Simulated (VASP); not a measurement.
# BaTiO3: the band gap up a ladder of functionals, part 6 of 6

Wanted: bands and gap of BaTiO3 from one functional after another. Left out of this account: 1 further run (bands with TB-mBJ + SOC: it diverged and was aborted). The start is a cell from a database of measured crystal structures.

VASP 6.6.1, plane waves and PAW; the level of theory is named at each step.

So far, least gap on mesh and path (eV): step 2 (bands, level LDA, k 4×4×4) 1.69; step 5 (bands, level r2SCAN, k 4×4×4) 2.19; step 7 (bands, level BLYP, k 4×4×4) 1.81; step 8 (bands, level SCAN, k 4×4×4) 2.19; step 10 (bands, level HSE06, k 4×4×4) 3.24.

### Step 12. Bands with r2SCAN-EpsX, k 4×4×4

This step: r2SCAN-EpsX, exact-exchange share 1/6.191; plane waves and PAW (Ba_sv, Ti_sv, O) (VASP 6.6.1).

Here the share of exact exchange is set to the inverse of the computed dielectric constant, since screening weakens exchange.

INCAR reads:

```
SYSTEM = BaTiO3
PREC = Accurate
ENCUT = 520
EDIFF = 1E-06
NELM = 100
ISMEAR = 0
SIGMA = 0.02
LREAL = .FALSE.
ALGO = Normal
LHFCALC = .TRUE.
AEXX = 0.162
METAGGA = R2SCAN
LASPH = .TRUE.
NBANDS = 26
PRECFOCK = Fast
HFRCUT = -1
LORBIT = 11
LWAVE = .FALSE.
LCHARG = .FALSE.
KPAR = 8
```

POSCAR reads:

```
BaTiO3
1.0
    3.9904800000      0.0000000000      0.0000000000
    0.0000000000      3.9904800000      0.0000000000
    0.0000000000      0.0000000000      4.0230300000
Ba Ti O
1 1 3
Direct
    0.0000000000      0.0000000000      0.0000000000
    0.5000000000      0.5000000000      0.5220000000
    0.5000000000      0.5000000000      0.9790000000
    0.5000000000      0.0000000000      0.4880000000
    0.0000000000      0.5000000000      0.4880000000
```

KPOINTS reads:

```
Automatic mesh
0
Gamma
4 4 4
0 0 0
```

KPOINTS_OPT reads:

```
Line mode
6
Line-mode
Reciprocal
  0.00000000   0.00000000   0.00000000 GAMMA
  0.00000000   0.50000000   0.00000000 X

  0.00000000   0.50000000   0.00000000 X
  0.50000000   0.50000000   0.00000000 M

  0.50000000   0.50000000   0.00000000 M
  0.00000000   0.00000000   0.00000000 GAMMA

  0.00000000   0.00000000   0.00000000 GAMMA
  0.00000000   0.00000000   0.50000000 Z

  0.00000000   0.00000000   0.50000000 Z
  0.00000000   0.50000000   0.50000000 R

  0.00000000   0.50000000   0.50000000 R
  0.50000000   0.50000000   0.50000000 A

  0.50000000   0.50000000   0.50000000 A
  0.00000000   0.00000000   0.50000000 Z

  0.00000000   0.50000000   0.00000000 X
  0.00000000   0.50000000   0.50000000 R

  0.50000000   0.50000000   0.00000000 M
  0.50000000   0.50000000   0.50000000 A
```

Potentials, in the order of the species: Ba_sv, Ti_sv and O (PBE family, release 64).

The run is started by

```
> mpirun -np 8 vasp_std
```

Numbers of over 12 decimals in the logs are rounded to 6 here.

What it wrote:

```text
[banner, memory and clock lines left out]
running    8 mpi-ranks, on    1 nodes
[...]
[... a notice as in an earlier step ...]

 [... a notice as in an earlier step ...]

 LDA part: xc-table for (None), standard interpolation
 found WAVECAR, reading the header
 POSCAR, INCAR and KPOINTS ok, starting setup
[...]
HFRCUT set to (new)   9.928835
 reading WAVECAR
 the WAVECAR file was read successfully
 initial charge from wavefunction
 entering main loop
       N       E                     dE             d eps       ncg     rms          rms(c)
DAV:   1    -0.762224349970E+02   -0.76222E+02   -0.25490E+00  1068   0.143E+01    0.336E+00
DAV:   2    -0.760146174503E+02    0.20782E+00   -0.67178E-01  1122   0.104E+01    0.793E-01
DAV:   3    -0.760411744204E+02   -0.26557E-01   -0.53716E-02  1178   0.178E+00    0.784E-01
DAV:   4    -0.760358621195E+02    0.53123E-02   -0.21292E-02  1200   0.159E+00    0.317E-01
[...]
DAV:  10    -0.760358816226E+02   -0.20887E-05   -0.18562E-06   608   0.124E-02    0.138E-02
[...]
1 F= -.76035884E+02 E0= -.76035884E+02  d E =-.970843E-49
 Start KPOINTS_OPT (optional k-point list driver)
k-point batch [1-18\54]
       N       E                     dE             ncg
DAV:   1     0.630210133022E+03   -0.14030E+05      936
DAV:   2    -0.754538993148E+04   -0.81756E+04     1032
DAV:   3    -0.868330595283E+04   -0.11379E+04     1338
DAV:   4    -0.877542029522E+04   -0.92114E+02     1220
DAV:   5    -0.877898260498E+04   -0.35623E+01     1350
DAV:   6    -0.877906281393E+04   -0.80209E-01     1288
DAV:   7    -0.877906419313E+04   -0.13792E-02     1358
DAV:   8    -0.877906421735E+04   -0.24220E-04     1232
DAV:   9    -0.877906421789E+04   -0.54295E-06      798
[...]
k-point batch [37-54\54]
       N       E                     dE             ncg
DAV:   1     0.672527253026E+03   -0.22820E+05      936
DAV:   2    -0.759718329908E+04   -0.82697E+04     1006
DAV:   3    -0.878891490145E+04   -0.11917E+04     1414
DAV:   4    -0.888026794078E+04   -0.91353E+02     1220
DAV:   5    -0.888360227848E+04   -0.33343E+01     1384
DAV:   6    -0.888366705901E+04   -0.64781E-01     1256
DAV:   7    -0.888366812931E+04   -0.10703E-02     1352
DAV:   8    -0.888366814803E+04   -0.18722E-04     1190
DAV:   9    -0.888366814845E+04   -0.41020E-06      828
```

It took 5 min on 8 MPI ranks of Intel Xeon 6975P-C (Granite Rapids), shared host; peak memory 2.2 GiB.

Parts of OUTCAR (step 12):

```text
 POSITION                                       TOTAL-FORCE (eV/Angst)
 -----------------------------------------------------------------------------------
      0.00000      0.00000      0.00000         0.000000     -0.000000      0.145299
      1.99524      1.99524      2.10002        -0.000000      0.000000     -0.095198
      1.99524      1.99524      3.93855         0.000000     -0.000000     -0.185545
      1.99524      0.00000      1.96324         0.000000     -0.000000      0.067722
      0.00000      1.99524      1.96324         0.000000     -0.000000      0.067722
 -----------------------------------------------------------------------------------
    total drift:                               -0.000009      0.000000      0.017079

  FREE ENERGIE OF THE ION-ELECTRON SYSTEM (eV)
  ---------------------------------------------------
  free  energy   TOTEN  =       -76.0358837821 eV

  energy  without entropy=      -76.0358837821  energy(sigma->0) =      -76.03588378

[... 2 parts as in an earlier step ...]

[... 1 further part left out ...]
[key lines of the parts left out:]
E-fermi :   2.9731
```

The share of exact exchange rests on that dielectric constant; a constant that is too large makes it too small.

The electronic bands at the labelled points (eV, zero at the valence-band top; v1 is the highest filled band, c1 the lowest empty one):

```csv
point,v4,v3,v2,v1,c1,c2,c3,c4
Γ,-1.26,-0.48,-0.37,-0.37,3.54,3.89,3.89,5.67
X,-1.92,-1.75,-1.20,-1.07,4.03,5.37,5.42,5.80
M,-2.04,-1.16,-1.16,-0.09,5.45,5.45,5.90,6.42
Γ,-1.26,-0.48,-0.37,-0.37,3.54,3.89,3.89,5.67
Z,-2.09,-2.08,-0.77,-0.77,3.71,5.48,5.48,5.67
R,-1.92,-0.99,-0.96,-0.28,5.40,5.50,5.87,6.63
A,-2.55,-0.19,-0.19,0.00,6.13,6.13,6.14,8.45
Z,-2.09,-2.08,-0.77,-0.77,3.71,5.48,5.48,5.67
jump to X,-1.92,-1.75,-1.20,-1.07,4.03,5.37,5.42,5.80
R,-1.92,-0.99,-0.96,-0.28,5.40,5.50,5.87,6.63
jump to M,-2.04,-1.16,-1.16,-0.09,5.45,5.45,5.90,6.42
A,-2.55,-0.19,-0.19,0.00,6.13,6.13,6.14,8.45
```

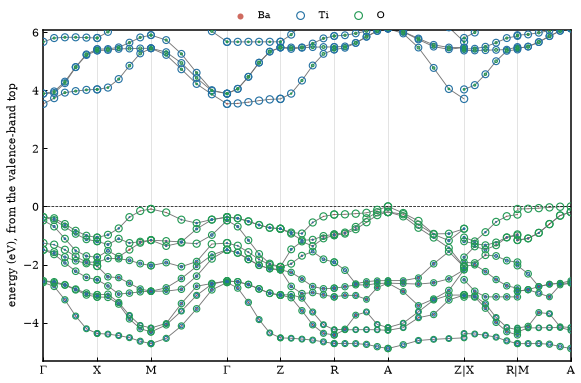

Electronic bands along the path; dots are coloured as in the legend, and their area grows with the weight.

The gap is 3.54 eV, indirect, from A to Γ. Against LDA that is +1.84 eV; this run took 20 times the core time, on fewer points of the path.

### Step 13. Bands with PBE-EpsX, k 4×4×4

This step: PBE-EpsX, exact-exchange share 1/6.191; plane waves and PAW (Ba_sv, Ti_sv, O) (VASP 6.6.1).

Here the share of exact exchange is set to the inverse of the computed dielectric constant, since screening weakens exchange.

INCAR: that of step 12 with these lines changed.

```diff
@@ -11,3 +11,3 @@
 AEXX = 0.162
-METAGGA = R2SCAN
+GGA = PE
 LASPH = .TRUE.
```

POSCAR is that of step 12.

KPOINTS is that of step 12.

KPOINTS_OPT is that of step 12.

The run is started by

```
> mpirun -np 8 vasp_std
```

What it wrote:

```text
[banner, memory and clock lines left out]
running    8 mpi-ranks, on    1 nodes
[...]
[... a notice as in an earlier step ...]

 LDA part: xc-table for (Slater+PW92), standard interpolation
 found WAVECAR, reading the header
 POSCAR, INCAR and KPOINTS ok, starting setup
[...]
HFRCUT set to (new)   9.928835
 reading WAVECAR
 the WAVECAR file was read successfully
 initial charge from wavefunction
 entering main loop
       N       E                     dE             d eps       ncg     rms          rms(c)
DAV:   1    -0.472405821017E+02   -0.47241E+02   -0.87562E-01  1090   0.820E+00    0.240E+00
DAV:   2    -0.471476291689E+02    0.92953E-01   -0.32583E-01  1100   0.712E+00    0.599E-01
DAV:   3    -0.471581787513E+02   -0.10550E-01   -0.20336E-02  1202   0.106E+00    0.450E-01
DAV:   4    -0.471566313633E+02    0.15474E-02   -0.10888E-02  1226   0.975E-01    0.229E-01
[...]
DAV:   9    -0.471566413149E+02   -0.17637E-05   -0.34317E-06  1092   0.142E-02    0.164E-02
[...]
1 F= -.47156643E+02 E0= -.47156643E+02  d E =-.213019E-58
 Start KPOINTS_OPT (optional k-point list driver)
k-point batch [1-18\54]
       N       E                     dE             ncg
DAV:   1     0.820229067655E+03   -0.13840E+05      936
DAV:   2    -0.711461866496E+04   -0.79348E+04     1032
DAV:   3    -0.822592477990E+04   -0.11113E+04     1346
DAV:   4    -0.831813439826E+04   -0.92210E+02     1214
DAV:   5    -0.832172451770E+04   -0.35901E+01     1358
DAV:   6    -0.832180796626E+04   -0.83449E-01     1304
DAV:   7    -0.832180933166E+04   -0.13654E-02     1358
DAV:   8    -0.832180935452E+04   -0.22857E-04     1230
DAV:   9    -0.832180935499E+04   -0.46867E-06      816
[...]
k-point batch [37-54\54]
       N       E                     dE             ncg
DAV:   1     0.863038678087E+03   -0.22630E+05      936
DAV:   2    -0.716516518154E+04   -0.80282E+04     1006
DAV:   3    -0.833163547610E+04   -0.11665E+04     1432
DAV:   4    -0.842251701652E+04   -0.90882E+02     1190
DAV:   5    -0.842583175550E+04   -0.33147E+01     1384
DAV:   6    -0.842589987236E+04   -0.68117E-01     1264
DAV:   7    -0.842590095805E+04   -0.10857E-02     1352
DAV:   8    -0.842590097658E+04   -0.18530E-04     1188
DAV:   9    -0.842590097699E+04   -0.41577E-06      826
```

It took 4.6 min on 8 MPI ranks; peak memory 2.2 GiB; 37 min of CPU time.

From OUTCAR (step 13):

```text
 POSITION                                       TOTAL-FORCE (eV/Angst)
 -----------------------------------------------------------------------------------
      0.00000      0.00000      0.00000         0.000000     -0.000000      0.142089
      1.99524      1.99524      2.10002         0.000000      0.000000     -0.025686
      1.99524      1.99524      3.93855         0.000000     -0.000000     -0.194764
      1.99524      0.00000      1.96324        -0.000000     -0.000000      0.039180
      0.00000      1.99524      1.96324         0.000000     -0.000000      0.039180
 -----------------------------------------------------------------------------------
    total drift:                               -0.000004     -0.000001      0.005997

  FREE ENERGIE OF THE ION-ELECTRON SYSTEM (eV)
  ---------------------------------------------------
  free  energy   TOTEN  =       -47.1566433745 eV

  energy  without entropy=      -47.1566433745  energy(sigma->0) =      -47.15664337

[... 2 parts as in an earlier step ...]

[... 1 further part left out ...]
[key lines of the parts left out:]
E-fermi :   3.2419
```

Electronic bands along the path, in eV, zero at the valence-band top; v1 is the highest filled band, c1 the lowest empty one:

```csv
point,v4,v3,v2,v1,c1,c2,c3,c4
Γ,-1.23,-0.47,-0.37,-0.37,3.17,3.54,3.54,5.41
X,-1.93,-1.76,-1.19,-1.04,3.69,5.03,5.09,5.54
M,-2.00,-1.15,-1.15,-0.09,5.12,5.12,5.54,6.11
Γ,-1.23,-0.47,-0.37,-0.37,3.17,3.54,3.54,5.41
Z,-2.09,-2.07,-0.75,-0.75,3.35,5.14,5.14,5.41
R,-1.89,-0.98,-0.95,-0.28,5.07,5.16,5.52,6.32
A,-2.55,-0.19,-0.19,0.00,5.78,5.78,5.79,7.92
Z,-2.09,-2.07,-0.75,-0.75,3.35,5.14,5.14,5.41
jump to X,-1.93,-1.76,-1.19,-1.04,3.69,5.03,5.09,5.54
R,-1.89,-0.98,-0.95,-0.28,5.07,5.16,5.52,6.32
jump to M,-2.00,-1.15,-1.15,-0.09,5.12,5.12,5.54,6.11
A,-2.55,-0.19,-0.19,0.00,5.78,5.78,5.79,7.92
```

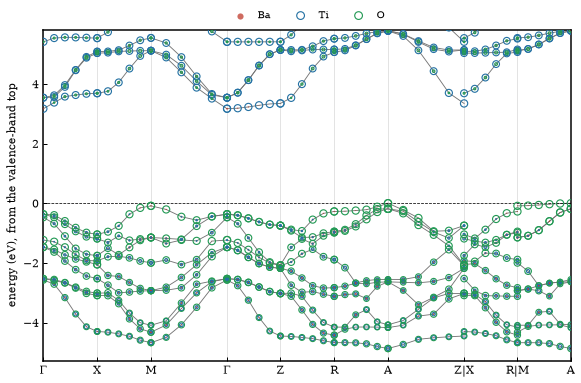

Electronic bands along the path; dots are coloured as in the legend, and their area grows with the weight.

The gap is 3.17 eV, indirect, from A to Γ. Against LDA that is +1.48 eV; this run took 18 times the core time, on fewer points of the path.

### Step 14. Bands with PBE + SOC

This step: PBE, spin-orbit coupling; plane waves and PAW (Ba_sv, Ti_sv, O) (VASP 6.6.1).

Spin-orbit coupling needs spinors and the noncollinear program, where each band holds one electron.

INCAR reads:

```
SYSTEM = BaTiO3
PREC = Accurate
ENCUT = 520
EDIFF = 1E-06
NELM = 100
ISMEAR = 0
SIGMA = 0.02
LREAL = .FALSE.
ALGO = Normal
GGA = PE
LNONCOLLINEAR = .TRUE.
MAGMOM = 0 0 0 0 0 0 0 0 0 0 0 0 0 0 0
NBANDS = 52
GGA_COMPAT = .FALSE.
LASPH = .TRUE.
LSORBIT = .TRUE.
LMAXMIX = 4
LORBIT = 11
LWAVE = .FALSE.
LCHARG = .FALSE.
KPAR = 8
```

POSCAR is that of step 13.

KPOINTS reads:

```
Automatic mesh
0
Gamma
5 5 5
0 0 0
```

KPOINTS_OPT: that of step 13 with these lines changed.

```diff
@@ -1,3 +1,3 @@
 Line mode
-6
+16
 Line-mode
```

The run is started by

```
> mpirun -np 8 vasp_ncl
```

What it wrote:

```text
[... set-up lines as in an earlier step ...]
 entering main loop
       N       E                     dE             d eps       ncg     rms          rms(c)
DAV:   1     0.503281905855E+03    0.50328E+03   -0.19865E+04  3120   0.167E+03
DAV:   2     0.270903593341E+02   -0.47619E+03   -0.44238E+03  3424   0.482E+02
DAV:   3    -0.460024656847E+02   -0.73093E+02   -0.71003E+02  4060   0.183E+02
DAV:   4    -0.507026047765E+02   -0.47001E+01   -0.46875E+01  4632   0.434E+01
[...]
DAV:  14    -0.401743836302E+02   -0.11140E-05   -0.76516E-05  3788   0.715E-02    0.134E-02
DAV:  15    -0.401743853397E+02   -0.17095E-05   -0.11767E-05  4588   0.336E-02    0.498E-03
DAV:  16    -0.401743858227E+02   -0.48295E-06   -0.22860E-06  3452   0.149E-02
   1 F= -.40174386E+02 E0= -.40174386E+02  d E =-.123764E-37  mag=    -0.0000    -0.0000    -0.0000
 Start KPOINTS_OPT (optional k-point list driver)
k-point batch [1-30\144]
       N       E                     dE             ncg
DAV:   1     0.316843213823E+04   -0.16715E+05     3120
DAV:   2    -0.988037275566E+04   -0.13049E+05     3376
DAV:   3    -0.117838390847E+05   -0.19035E+04     4552
DAV:   4    -0.119323239363E+05   -0.14848E+03     4376
[...]
DAV:   8    -0.119406704936E+05   -0.88728E-04     4276
DAV:   9    -0.119406704968E+05   -0.31379E-05     2808
DAV:  10    -0.119406704971E+05   -0.31757E-06     2172
[...]
k-point batch [121-144\144]
       N       E                     dE             ncg
DAV:   1     0.830363517303E+04   -0.29608E+05     2496
DAV:   2    -0.225836196423E+04   -0.10562E+05     2684
DAV:   3    -0.387428896984E+04   -0.16159E+04     3764
DAV:   4    -0.399942454499E+04   -0.12514E+03     3464
[...]
DAV:   8    -0.400564783552E+04   -0.60130E-04     3392
DAV:   9    -0.400564783702E+04   -0.15049E-05     2400
DAV:  10    -0.400564783713E+04   -0.10451E-06     1760
```

Elapsed: 61 s, on 8 MPI ranks; peak memory 3.7 GiB; 8 min of CPU time.

Parts of OUTCAR (step 14):

```text
  Total        2.0032317      2.0032317      2.9676439      0.0000000     -0.0000000      0.0000000
  in kB       50.1000565     50.1000565     74.2196368      0.0000000     -0.0000000      0.0000000
  external PRESSURE =      58.1399166 kB  Pullay stress =       0.0000000 kB

 POSITION                                       TOTAL-FORCE (eV/Angst)
 -----------------------------------------------------------------------------------
      0.00000      0.00000      0.00000        -0.000000      0.000000      0.133978
      1.99524      1.99524      2.10002        -0.000000      0.000000     -0.241261
      1.99524      1.99524      3.93855        -0.000000     -0.000000      0.072645
      1.99524      0.00000      1.96324        -0.000000      0.000000      0.017319
      0.00000      1.99524      1.96324         0.000000      0.000000      0.017319
 -----------------------------------------------------------------------------------
    total drift:                                0.000000      0.000000      0.000412

  FREE ENERGIE OF THE ION-ELECTRON SYSTEM (eV)
  ---------------------------------------------------
  free  energy   TOTEN  =       -40.1743858227 eV

  energy  without entropy=      -40.1743858227  energy(sigma->0) =      -40.17438582

 magnetization (x)
# of ion       s       p       d       tot
------------------------------------------
    1        0.000   0.000  -0.000  -0.000
    2        0.000   0.000  -0.000  -0.000
    3        0.000   0.000   0.000   0.000
    4        0.000  -0.000   0.000  -0.000
    5        0.000  -0.000   0.000  -0.000
--------------------------------------------------
tot          0.000  -0.000  -0.000  -0.000

 magnetization (y)
# of ion       s       p       d       tot
------------------------------------------
    1        0.000   0.000   0.000   0.000
    2        0.000   0.000   0.000   0.000
    3       -0.000   0.000   0.000  -0.000
    4        0.000   0.000   0.000   0.000
    5        0.000   0.000   0.000   0.000
--------------------------------------------------
tot         -0.000   0.000   0.000  -0.000

 magnetization (z)
# of ion       s       p       d       tot
------------------------------------------
    1        0.000  -0.000   0.000   0.000
    2       -0.000   0.000  -0.000  -0.000
    3        0.000   0.000   0.000   0.000
    4        0.000   0.000   0.000   0.000
    5        0.000   0.000   0.000   0.000
--------------------------------------------------
tot         -0.000  -0.000  -0.000  -0.000

[... 1 part as in an earlier step ...]

[... 2 further parts left out ...]
[key lines of the parts left out:]
E-fermi :   3.9186
```

Electronic bands along the path, in eV, zero at the valence-band top; v1 is the highest filled band, c1 the lowest empty one:

```csv
point,v4,v3,v2,v1,c1,c2,c3,c4
Γ,-0.37,-0.37,-0.34,-0.34,1.79,1.79,2.16,2.16
X,-1.14,-1.14,-0.98,-0.98,2.30,2.30,3.52,3.52
M,-1.02,-1.02,-0.09,-0.09,3.60,3.60,3.62,3.62
Γ,-0.37,-0.37,-0.34,-0.34,1.79,1.79,2.16,2.16
Z,-0.74,-0.74,-0.70,-0.70,1.96,1.96,3.62,3.62
R,-0.85,-0.85,-0.27,-0.27,3.55,3.55,3.64,3.64
A,-0.17,-0.17,0.00,0.00,4.19,4.19,4.20,4.20
Z,-0.74,-0.74,-0.70,-0.70,1.96,1.96,3.62,3.62
jump to X,-1.14,-1.14,-0.98,-0.98,2.30,2.30,3.52,3.52
R,-0.85,-0.85,-0.27,-0.27,3.55,3.55,3.64,3.64
jump to M,-1.02,-1.02,-0.09,-0.09,3.60,3.60,3.62,3.62
A,-0.17,-0.17,0.00,0.00,4.19,4.19,4.20,4.20
```

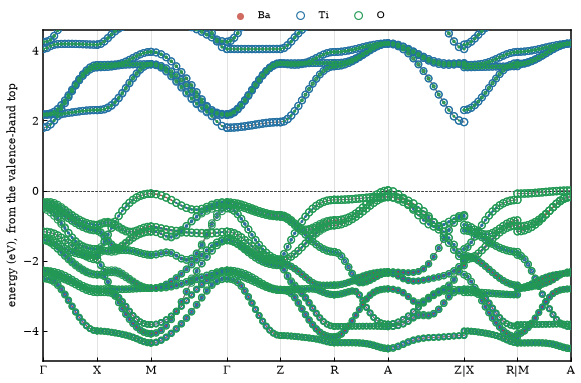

Electronic bands along the path; dots are coloured as in the legend, and their area grows with the weight.

The gap is 1.79 eV, indirect, from A to Γ. That is the gap of PBE again, on another mesh; this run took 3.7 times the core time.

### Step 15. The ladder as a table

This step: ladder of functionals on one cell; plane waves and PAW (VASP 6.6.1).

No new run; the numbers come from the runs before.

A gap of 0 means none; cost is the wall time of each run, as given at its step, times its ranks, without the set-up around it. Results by level, by row:

```csv
level,gap (eV),least direct gap (eV),pressure (GPa),cost (core minutes)
LDA,1.694,2.075,-4.89,2.03
PBEsol,1.743,2.127,-0.46,2.19
PBE,1.79,2.171,5.81,2.19
r2SCAN,2.188,2.575,2.83,6.8
BLYP,1.813,2.185,11.63,3.07
SCAN,2.188,2.579,2.03,7.2
HSE06,3.244,3.603,-,40.9
r2SCAN-EpsX,3.535,3.901,-,40.4
PBE-EpsX,3.17,3.535,-,37.1
PBE + SOC,1.794,2.13,5.81,8.13
```

### Step 16. Outcome

```yaml
gap_lda: 1.69 eV
gap_pbesol: 1.74 eV
gap_pbe: 1.79 eV
gap_r2scan: 2.19 eV
gap_blyp: 1.81 eV
gap_scan: 2.19 eV
gap_hse06: 3.24 eV
gap_r2scan_epsx: 3.54 eV
gap_pbe_epsx: 3.17 eV
gap_pbe_soc: 1.79 eV
```

What this shows: For BaTiO3, without spin-orbit coupling, the functional decides between a gap of 1.69 eV (LDA) and 3.54 eV (r2SCAN-EpsX), while across these levels the cost spans a factor of 20. HSE06 moves the gap by +1.45 eV from PBE, at about 19 times the core time, though on fewer points of the path. On r2SCAN the gap grows with the share of exact exchange: 2.19 eV at none, 3.54 eV at 0.16. Spin-orbit coupling changes the PBE gap by +0.00 eV (the two runs use different meshes). Adding the spin-orbit shift of PBE (+0.00 eV) to levels run without it gives estimates of 3.25 eV for HSE06, 3.54 eV for r2SCAN-EpsX and 3.17 eV for PBE-EpsX; the shift need not carry over unchanged. All levels use one geometry, and one mesh but for spin-orbit runs, kept coarse to afford the hybrids, so no gap here is fully converged. Costs come from a shared host, and the hybrids use PRECFOCK = Fast. Not obtained: TB-mBJ, because the run did not converge. These are single-particle gaps of a static lattice, without excitons or temperature.

[Lines on the potential files, build, host, timing and source positions are cut from VASP's logs without a mark.]

[Logs are printed without paths, hosts, clocks, repeated set-up lines and the standing remarks that a program may print on its own settings, such as how far it seeks lower states.]

[Hosts, paths, dates, database ids (printed as entryN), source tags and the programs' standing remarks are cut or masked in the printed files.]

[A measured line is paired with the nearest computed mode of its activity, which favours agreement.]
